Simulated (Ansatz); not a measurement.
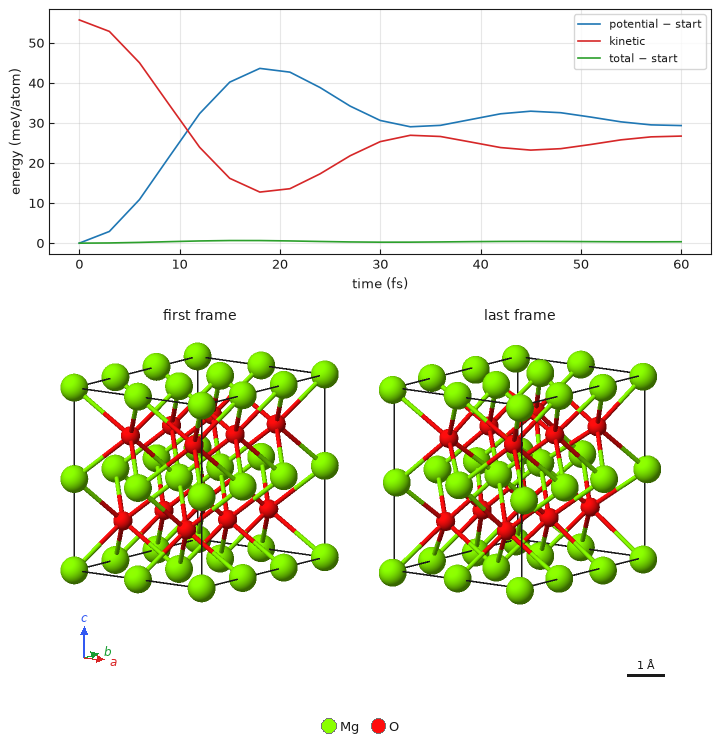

A Born-Oppenheimer molecular dynamics run of a 24-atom cell of MgO (built on the NiAs type), 60 fs long. A ball-and-stick model of the simulation cell, seen slightly off an axis. Bonds to atoms that aren't drawn are left out.

Computed with DFT, PBEsol, plane waves, PAW (Ansatz). Settings: plane-wave cutoff 420 eV; k-point mesh 4 × 2 × 4; Fermi-Dirac smearing 0.039 eV; constant energy (NVE); velocities drawn for 450 K; time step 3 fs.

Is this trajectory numerically sound?

The total energy stays between 0 and 0.66 meV per atom of its start. A straight-line fit has a slope that amounts to +0.099 meV per atom over 60 fs (0.4 % of the mean kinetic energy), and the ripple about it is 1.4 % of the kinetic energy's fluctuation. With a drift under 2 % and a ripple under 7 %, the integration is accurate. Over the second half the temperature averages 204 K (spread ±10 K). The first frame carries almost no forces, so kinetic energy first flows into potential energy: the temperature drops from 450 to 103 K within 18 fs, and without a thermostat its mean stays below the start. The potential energy in the second half lies on average 30.8 meV per atom above the first frame.

Cost: 5.6 min on 4 threads of Arm Neoverse N1, with other jobs on the host, peak memory 1.2 GiB.
